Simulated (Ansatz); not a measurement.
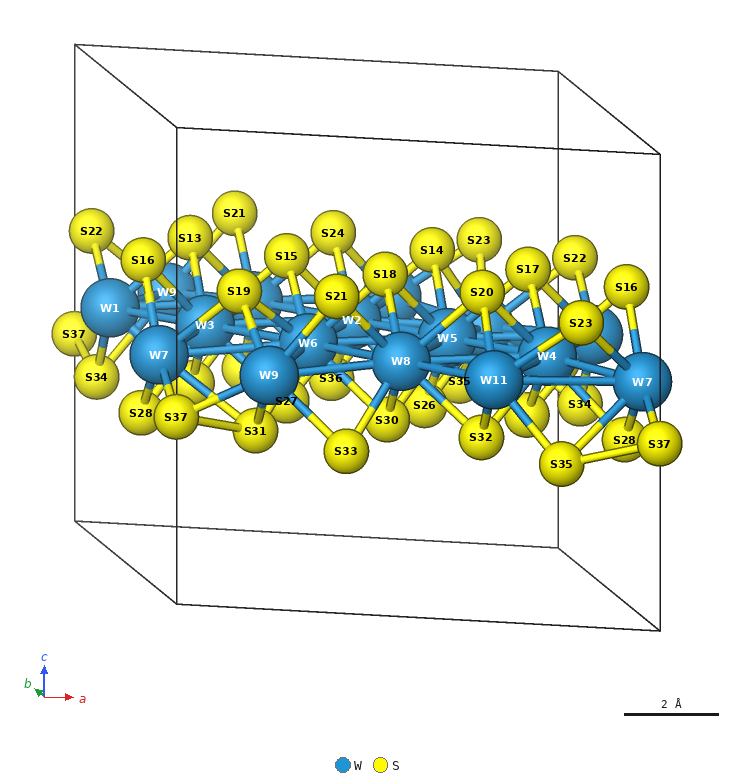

Figure 1. The starting structure (ball-and-stick view of the cell of the calculation, with the vacuum cut short, seen slightly off an axis; atoms are numbered from 1 in the order of the input). An atom can appear more than once, as a periodic image.

# Geometry relaxation, with input and output: W12S25 (charge −2) (part 1 of 4)

- system: W12S25 (defect cell, 37 atoms in the cell, total charge −2)
- method: DFT PBE+D3(BJ), scalar-relativistic, plane waves, PAW, no spin polarisation (Ansatz 0.2.0)

The structure derives from a Materials Project entry. It belongs to a series of runs on one base structure; here: S interstitial, charge -2, atoms relaxed at the host's cell. Figures and captions count atoms from 1; the log counts them from 0 in places.

The input:
```yaml
crystal:
  lattice:
    - [9.4791500778, -5.4727898491, 0.0]
    - [-9.4791500778, -5.4727898491, 0.0]
    - [0.0, 0.0, -16.9394671916]
  atoms:
    - { symbol: W, position: [0.0004941959, 0.6557165564, 0.0036405201] }
    - { symbol: W, position: [0.5024559027, 0.6655196611, 0.0046450157] }
    - { symbol: W, position: [0.1639129649, 0.4981703585, 0.0046435662] }
    - { symbol: W, position: [0.8370842376, 0.334763689, 0.004648604] }
    - { symbol: W, position: [0.6658671731, 0.5021066192, 0.0046454393] }
    - { symbol: W, position: [0.3449154724, 0.3445722923, 0.0036439014] }
    - { symbol: W, position: [1.0040653139, 0.1924543782, -0.0071398553] }
    - { symbol: W, position: [0.4985300234, 0.1635748629, 0.0046450503] }
    - { symbol: W, position: [0.1919370708, 1.0024533995, -0.0067993033] }
    - { symbol: W, position: [0.8077686968, 0.8067168574, -0.0093995682] }
    - { symbol: W, position: [0.6560535566, 1.0001348196, 0.0036421359] }
    - { symbol: W, position: [0.3351161669, 0.83673494, 0.0046445541] }
    - { symbol: S, position: [0.1686515198, 0.6672311863, 0.098455212] }
    - { symbol: S, position: [0.6699533755, 0.6696052996, 0.0997906609] }
    - { symbol: S, position: [0.3334030572, 0.5012049214, 0.0984600751] }
    - { symbol: S, position: [1.0004997153, 0.33069375, 0.0997943164] }
    - { symbol: S, position: [0.8323454419, 0.4990818342, 0.0984580593] }
    - { symbol: S, position: [0.5015471383, 0.3330579248, 0.0984621119] }
    - { symbol: S, position: [0.1639748474, 0.163615655, 0.0832222072] }
    - { symbol: S, position: [0.667585856, 0.1683000043, 0.0984574399] }
    - { symbol: S, position: [0.3310364559, 1.000152387, 0.0997895791] }
    - { symbol: S, position: [0.0004907077, 0.8366601121, 0.0832137044] }
    - { symbol: S, position: [0.8370003322, 1.0001428694, 0.0832194305] }
    - { symbol: S, position: [0.4994327808, 0.8319898217, 0.0984603111] }
    - { symbol: S, position: [0.1721979421, 0.666238799, 0.9116594635] }
    - { symbol: S, position: [0.6500597771, 0.6497006505, 0.9012765747] }
    - { symbol: S, position: [0.3343903029, 0.505734449, 0.911653751] }
    - { symbol: S, position: [1.0004993598, 0.3505776356, 0.9012766591] }
    - { symbol: S, position: [0.8287858341, 0.4945419161, 0.9116604018] }
    - { symbol: S, position: [0.5060899224, 0.3340558717, 0.9116547585] }
    - { symbol: S, position: [0.2059761582, 0.2040543807, 0.9010523287] }
    - { symbol: S, position: [0.6665948634, 0.1718441329, 0.9116614083] }
    - { symbol: S, position: [0.3509372309, 1.000156358, 0.9012764302] }
    - { symbol: S, position: [0.0015357439, 0.7927136513, 0.9002709298] }
    - { symbol: S, position: [0.7969648286, 1.0023594813, 0.9000618132] }
    - { symbol: S, position: [0.4948922591, 0.8284423687, 0.911653704] }
    - { symbol: S, position: [-0.0005680575, 0.0014829977, 0.9332833847] }
  host:
    lattice:
      - [3.1597166926, 0.0, 0.0]
      - [-1.5798583463, 2.7363949246, 0.0]
      - [0.0, 0.0, 16.9394671916]
    atoms:
      - { symbol: W, position: [0.3333333333, 0.6666666667, 0.0] }
      - { symbol: S, position: [0.6666666667, 0.3333333333, 0.9069626205] }
      - { symbol: S, position: [0.6666666667, 0.3333333333, 0.0930373795] }
total_charge: -2
basis:
  ecutwfc: 420
  xc_grid: 2
kpoints:
  mp_grid: { grid: [2, 2, 2], shift: [0.0, 0.0, 0.0] }
hamiltonian:
  xc: pbe
  dispersion: d3bj
scf:
  occupations: { method: gaussian, width: 0.01 }
output:
  forces: true
  stress: false
  eigenvalues: true
  charged_corrections:
    defect_position: [0.0, 0.0, 0.95588235]
    epsilon: [[5.6101, 0.0, 0.0], [0.0, 5.6101, 0.0], [0.0, 0.0, 1.4325]]
  write_density: true
  write_potential: true
  elf: true
  volumetric_format: npy
relax:
  adjacent_minimum: "off"
  f_tol: 0.025
  max_steps: 45
```

Command:
```bash
ansatz run input.yaml --threads 4 --pin off --max-ram 10240MiB --backend cpu --events-out ev --progress --plain --runs-dir out
```

Log:
```
Engine: ansatz 0.2.0, aarch64-unknown-linux-gnu
Pseudopotentials: kind: paw
Pseudopotential: W, paw, valence charge 14, recommended cutoff 420 eV (normal), W.paw.azcp
Pseudopotential: S, paw, valence charge 6, recommended cutoff 420 eV (normal), S.paw.azcp
Functional definition: PBE
  parameter kappa = 0.804
  parameter beta = 0.06672455060314922
  exchange = pbe_x(kappa = kappa, mu = beta*pi^2/3)
  correlation = pbe_c(beta = beta)
Crystal: 37 atoms, lattice volume = 1757.551 Å³
Basis set: ecut = 420 eV, 34413 PW (Γ), exchange–correlation on 150×150×240 points (8 copies of the dense FFT grid, shifted against one another)
Bands: 197, of which v1, the nominal top of the filled ones, is band 160 counted from 1 (159 counted from 0)
Symmetry: 1 space group operations
Space group: P1 (ITA 1), of the structure as read, at distance tolerance 1.2e-4 Å
k-points: 8
Non-local potential: W, projectors of the file, l = 0: 3, l = 1: 2, l = 2: 2, l = 3: 1
Non-local potential: S, projectors of the file, l = 0: 2, l = 1: 2, l = 2: 2
PAW form: soft (Blöchl's): semilocal exchange-correlation on the pseudo side does not see the compensation charge
PAW one-centre angular grid: W, 590 points (default); XC on 64 Gauss nodes
PAW one-centre angular grid: S, 110 points (default); XC on 64 Gauss nodes
Initial density: superposition of atomic densities (neutral atoms scaled as one to the charged cell's electrons: chi_scale 0, normalization atom), corrected by the library's trained network
Initial wavefunctions: pseudopotential atomic-orbital guess
Functional: x = pbe(κ = 0.804, μ = 0.2195149727645171), c = pbe(β = 0.06672455060314922)
SCF iter   1: F=—  HF=-147203.153026 eV  |F-HF|=—  |Δ(HF+E_count)|=         —  Δρ=1.93e-2  dr2=5.20e1  ethr=1.77e-3  ⟨swp⟩=9.2  Hψ=6881  notcnv=0  defer=166
preconditioner: auto → LDOS  [insulator: Δε(μ)=0.025 eV  Ē_g=8.195 eV  σ=0.010 eV  W_gap=0.93  n_scr=262 (ndim 8)  ℏωp=13.3 eV  f_vac=0.604  D(μ)=13.41/eV (n_scr^D=42)  ε∞_Penn≈3.6  β→1.0]
SCF iter   2: F=—  HF=-147228.955895 eV  |F-HF|=—  |Δ(HF+E_count)|=    2.58e1  Δρ=5.77e-2  dr2=2.39e2  ethr=1.77e-3  ⟨swp⟩=6.9  Hψ=4977  notcnv=0  defer=254  recentre
SCF iter   3: F=—  HF=-147198.030193 eV  |F-HF|=—  |Δ(HF+E_count)|=    3.09e1  Δρ=7.21e-3  dr2=3.77e0  ethr=1.77e-3  ⟨swp⟩=5.0  Hψ=4378  notcnv=0  defer=248
SCF iter   4: F=—  HF=-147197.495142 eV  |F-HF|=—  |Δ(HF+E_count)|=   5.35e-1  Δρ=1.86e-3  dr2=1.78e-1  ethr=1.18e-3  ⟨swp⟩=3.1  Hψ=2381  notcnv=0  defer=244
SCF iter   5: F=—  HF=-147197.531345 eV  |F-HF|=—  |Δ(HF+E_count)|=   3.62e-2  Δρ=1.01e-3  dr2=5.01e-2  ethr=5.57e-5  ⟨swp⟩=4.5  Hψ=2263  notcnv=0  defer=244
SCF iter   6: F=—  HF=-147197.535127 eV  |F-HF|=—  |Δ(HF+E_count)|=   3.78e-3  Δρ=5.54e-4  dr2=1.88e-2  ethr=1.57e-5  ⟨swp⟩=4.6  Hψ=2642  notcnv=0  defer=246
SCF iter   7: F=—  HF=-147197.533649 eV  |F-HF|=—  |Δ(HF+E_count)|=   1.48e-3  Δρ=3.45e-4  dr2=8.21e-3  ethr=5.88e-6  ⟨swp⟩=2.8  Hψ=1926  notcnv=0  defer=246
SCF iter   8: F=—  HF=-147197.534042 eV  |F-HF|=—  |Δ(HF+E_count)|=   3.92e-4  Δρ=2.57e-4  dr2=5.26e-3  ethr=2.57e-6  ⟨swp⟩=2.1  Hψ=2182  notcnv=0  defer=246
SCF iter   9: F=—  HF=-147197.533776 eV  |F-HF|=—  |Δ(HF+E_count)|=   2.66e-4  Δρ=1.77e-4  dr2=1.80e-3  ethr=1.64e-6  ⟨swp⟩=2.6  Hψ=2155  notcnv=0  defer=246
SCF iter  10: F=—  HF=-147197.533546 eV  |F-HF|=—  |Δ(HF+E_count)|=   2.30e-4  Δρ=9.87e-5  dr2=5.11e-4  ethr=5.62e-7  ⟨swp⟩=2.8  Hψ=1992  notcnv=0  defer=246
SCF iter  11: F=—  HF=-147197.533869 eV  |F-HF|=—  |Δ(HF+E_count)|=   3.22e-4  Δρ=7.42e-5  dr2=3.17e-4  ethr=1.60e-7  ⟨swp⟩=2.2  Hψ=1817  notcnv=0  defer=246
SCF iter  12: F=—  HF=-147197.533847 eV  |F-HF|=—  |Δ(HF+E_count)|=   2.17e-5  Δρ=5.46e-5  dr2=1.46e-4  ethr=9.89e-8  ⟨swp⟩=2.0  Hψ=1432  notcnv=0  defer=246
SCF iter  13: F=—  HF=-147197.533833 eV  |F-HF|=—  |Δ(HF+E_count)|=   1.33e-5  Δρ=3.70e-5  dr2=6.27e-5  ethr=4.56e-8  ⟨swp⟩=2.1  Hψ=1936  notcnv=0  defer=246
SCF iter  14: F=—  HF=-147197.533837 eV  |F-HF|=—  |Δ(HF+E_count)|=   3.49e-6  Δρ=2.58e-5  dr2=2.97e-5  ethr=1.96e-8  ⟨swp⟩=2.0  Hψ=1890  notcnv=0  defer=246
SCF iter  15: F=-147197.533832 eV  HF=-147197.533843 eV  |F-HF|=1.13e-5  |Δ(HF+E_count)|=   5.91e-6  Δρ=1.88e-5  dr2=1.50e-5  ethr=4.88e-9  ⟨swp⟩=30.0  Hψ=18297  notcnv=0
SCF 1 converged in 15 iterations: F = -147197.533832 eV  dr2 = 1.50e-5
  greatest PAW one-centre occupation: 1.000 electrons in one spin orbital (limit 2), on the W atom at site 11 (counted from 0), in its partial waves of l = 0
relax step   1: F+E_penalty+E_count = -147197.53383154 eV  Δ(F+E_penalty+E_count) = +0.000e0 eV  max|allowed force component| = 9.004e-1 eV/Å  Δτ_max = 0.0000 Å  (15 SCF iters, dr2 threshold 1.56e-5 eV, accepted)
Initial density: handed on by an earlier stage of this run
Initial wavefunctions: those handed on with the density
iter 1 solved again at ethr=2.69e-5 eV; its pass at ethr=3.10e-3 eV (dr2=8.60e-2 eV) is discarded
SCF iter   1: F=—  HF=-147197.593680 eV  |F-HF|=—  |Δ(HF+E_count)|=         —  Δρ=2.19e-3  dr2=8.55e-2  ethr=2.69e-5  ⟨swp⟩=2.9  Hψ=4846  notcnv=0  defer=234
preconditioner: auto → LDOS  [metal: Δε(μ)=0.005 eV  Ē_g=8.267 eV  σ=0.010 eV  W_gap=0.28  n_scr=262 (ndim 8)  ℏωp=13.3 eV  f_vac=0.596  D(μ)=68.84/eV (n_scr^D=566)  β→1.0]
SCF iter   2: F=—  HF=-147197.584408 eV  |F-HF|=—  |Δ(HF+E_count)|=   9.27e-3  Δρ=1.01e-3  dr2=1.95e-2  ethr=2.67e-5  ⟨swp⟩=3.0  Hψ=2452  notcnv=0  defer=234
SCF iter   3: F=—  HF=-147197.582996 eV  |F-HF|=—  |Δ(HF+E_count)|=   1.41e-3  Δρ=5.45e-4  dr2=1.03e-2  ethr=6.10e-6  ⟨swp⟩=2.9  Hψ=2804  notcnv=0  defer=234
SCF iter   4: F=—  HF=-147197.582337 eV  |F-HF|=—  |Δ(HF+E_count)|=   6.59e-4  Δρ=3.38e-4  dr2=5.70e-3  ethr=3.21e-6  ⟨swp⟩=2.1  Hψ=1681  notcnv=0  defer=234
SCF iter   5: F=—  HF=-147197.581951 eV  |F-HF|=—  |Δ(HF+E_count)|=   3.86e-4  Δρ=1.95e-4  dr2=1.86e-3  ethr=1.78e-6  ⟨swp⟩=1.4  Hψ=1453  notcnv=0  defer=234
SCF iter   6: F=—  HF=-147197.581823 eV  |F-HF|=—  |Δ(HF+E_count)|=   1.28e-4  Δρ=1.03e-4  dr2=6.17e-4  ethr=5.82e-7  ⟨swp⟩=2.2  Hψ=2145  notcnv=0  defer=234
SCF iter   7: F=—  HF=-147197.581801 eV  |F-HF|=—  |Δ(HF+E_count)|=   2.20e-5  Δρ=7.05e-5  dr2=3.00e-4  ethr=1.93e-7  ⟨swp⟩=1.2  Hψ=1419  notcnv=0  defer=234
SCF iter   8: F=—  HF=-147197.581789 eV  |F-HF|=—  |Δ(HF+E_count)|=   1.20e-5  Δρ=4.42e-5  dr2=1.16e-4  ethr=9.36e-8  ⟨swp⟩=2.0  Hψ=1512  notcnv=0  defer=234
SCF iter   9: F=-147197.581762 eV  HF=-147197.581782 eV  |F-HF|=1.99e-5  |Δ(HF+E_count)|=   7.47e-6  Δρ=2.10e-5  dr2=2.52e-5  ethr=1.58e-8  ⟨swp⟩=25.1  Hψ=18866  notcnv=0
SCF 2 converged in 9 iterations: F = -147197.581762 eV  dr2 = 2.52e-5
[... from here on the iterations of each SCF are left out, up to the last one ...]
relax step   2: F+E_penalty+E_count = -147197.58176190 eV  Δ(F+E_penalty+E_count) = -4.793e-2 eV  max|allowed force component| = 3.487e-1 eV/Å  Δτ_max = 0.0514 Å  (9 SCF iters, dr2 threshold 5.07e-5 eV, accepted)
[... from here on the SCF iterations and repeated set-up lines of each step are left out, up to the last step ...]
SCF 3 converged in 11 iterations: F = -147197.622915 eV  dr2 = 6.94e-6
relax step   3: F+E_penalty+E_count = -147197.62291538 eV  Δ(F+E_penalty+E_count) = -4.115e-2 eV  max|allowed force component| = 4.588e-1 eV/Å  Δτ_max = 0.1221 Å  (11 SCF iters, dr2 threshold 7.60e-6 eV, accepted)
SCF 4 converged in 7 iterations: F = -147197.703200 eV  dr2 = 4.07e-6
relax step   4: F+E_penalty+E_count = -147197.70320009 eV  Δ(F+E_penalty+E_count) = -8.028e-2 eV  max|allowed force component| = 5.422e-1 eV/Å  Δτ_max = 0.0415 Å  (7 SCF iters, dr2 threshold 3.16e-5 eV, accepted)
SCF 5 converged in 7 iterations: F = -147197.859839 eV  dr2 = 1.90e-5
relax step   5: F+E_penalty+E_count = -147197.85983906 eV  Δ(F+E_penalty+E_count) = -1.566e-1 eV  max|allowed force component| = 6.980e-1 eV/Å  Δτ_max = 0.1091 Å  (7 SCF iters, dr2 threshold 1.00e-4 eV, accepted)
SCF 6 converged in 6 iterations: F = -147198.155807 eV  dr2 = 8.38e-5
relax step   6: F+E_penalty+E_count = -147198.15580729 eV  Δ(F+E_penalty+E_count) = -2.960e-1 eV  max|allowed force component| = 1.114e0 eV/Å  Δτ_max = 0.1433 Å  (6 SCF iters, dr2 threshold 1.00e-4 eV, accepted)
SCF 7 converged in 6 iterations: F = -147198.449206 eV  dr2 = 5.79e-5
relax step   7: F+E_penalty+E_count = -147198.44920613 eV  Δ(F+E_penalty+E_count) = -2.934e-1 eV  max|allowed force component| = 9.250e-1 eV/Å  Δτ_max = 0.1638 Å  (6 SCF iters, dr2 threshold 1.00e-4 eV, accepted)
SCF 8 converged in 8 iterations: F = -147198.162620 eV  dr2 = 5.87e-6
relax step   8: F+E_penalty+E_count = -147198.16261975 eV  Δ(F+E_penalty+E_count) = +2.866e-1 eV  max|allowed force component| = 1.377e0 eV/Å  Δτ_max = 0.1950 Å  (8 SCF iters, dr2 threshold 1.00e-4 eV, rejected (line search))
SCF 9 converged in 12 iterations: F = -147198.578721 eV  dr2 = 1.54e-8
relax step   9: F+E_penalty+E_count = -147198.57872089 eV  Δ(F+E_penalty+E_count) = -1.295e-1 eV  max|allowed force component| = 4.478e-1 eV/Å  Δτ_max = 0.0965 Å  (12 SCF iters, accepted)
SCF 10 converged in 6 iterations: F = -147198.624277 eV  dr2 = 4.00e-5
relax step  10: F+E_penalty+E_count = -147198.62427661 eV  Δ(F+E_penalty+E_count) = -4.556e-2 eV  max|allowed force component| = 3.320e-1 eV/Å  Δτ_max = 0.1000 Å  (6 SCF iters, dr2 threshold 4.70e-5 eV, accepted)
SCF 11 converged in 7 iterations: F = -147198.670427 eV  dr2 = 3.42e-6
relax step  11: F+E_penalty+E_count = -147198.67042749 eV  Δ(F+E_penalty+E_count) = -4.615e-2 eV  max|allowed force component| = 6.825e-1 eV/Å  Δτ_max = 0.1402 Å  (7 SCF iters, dr2 threshold 2.58e-5 eV, accepted)
SCF 12 converged in 9 iterations: F = -147198.949554 eV  dr2 = 2.87e-5
relax step  12: F+E_penalty+E_count = -147198.94955407 eV  Δ(F+E_penalty+E_count) = -2.791e-1 eV  max|allowed force component| = 9.786e-1 eV/Å  Δτ_max = 0.1952 Å  (9 SCF iters, dr2 threshold 1.00e-4 eV, accepted)
SCF 13 converged in 9 iterations: F = -147199.308122 eV  dr2 = 5.08e-5
relax step  13: F+E_penalty+E_count = -147199.30812184 eV  Δ(F+E_penalty+E_count) = -3.586e-1 eV  max|allowed force component| = 1.248e0 eV/Å  Δτ_max = 0.1953 Å  (9 SCF iters, dr2 threshold 1.00e-4 eV, accepted)
SCF 14 converged in 11 iterations: F = -147199.841642 eV  dr2 = 5.18e-5
relax step  14: F+E_penalty+E_count = -147199.84164190 eV  Δ(F+E_penalty+E_count) = -5.335e-1 eV  max|allowed force component| = 1.559e0 eV/Å  Δτ_max = 0.1940 Å  (11 SCF iters, dr2 threshold 1.00e-4 eV, accepted)
SCF 15 converged in 10 iterations: F = -147200.383858 eV  dr2 = 9.35e-5
relax step  15: F+E_penalty+E_count = -147200.38385822 eV  Δ(F+E_penalty+E_count) = -5.422e-1 eV  max|allowed force component| = 8.312e-1 eV/Å  Δτ_max = 0.1949 Å  (10 SCF iters, dr2 threshold 1.00e-4 eV, accepted)
SCF 16 converged in 11 iterations: F = -147200.778534 eV  dr2 = 4.40e-5
relax step  16: F+E_penalty+E_count = -147200.77853437 eV  Δ(F+E_penalty+E_count) = -3.947e-1 eV  max|allowed force component| = 9.826e-1 eV/Å  Δτ_max = 0.1950 Å  (11 SCF iters, dr2 threshold 1.00e-4 eV, accepted)
SCF 17 converged in 7 iterations: F = -147201.123732 eV  dr2 = 6.41e-5
relax step  17: F+E_penalty+E_count = -147201.12373171 eV  Δ(F+E_penalty+E_count) = -3.452e-1 eV  max|allowed force component| = 5.036e-1 eV/Å  Δτ_max = 0.2000 Å  (7 SCF iters, dr2 threshold 1.00e-4 eV, accepted)
SCF 18 converged in 11 iterations: F = -147201.188804 eV  dr2 = 3.98e-5
relax step  18: F+E_penalty+E_count = -147201.18880396 eV  Δ(F+E_penalty+E_count) = -6.507e-2 eV  max|allowed force component| = 2.806e-1 eV/Å  Δτ_max = 0.2000 Å  (11 SCF iters, dr2 threshold 6.66e-5 eV, accepted)
SCF 19 converged in 11 iterations: F = -147201.216414 eV  dr2 = 1.46e-5
```
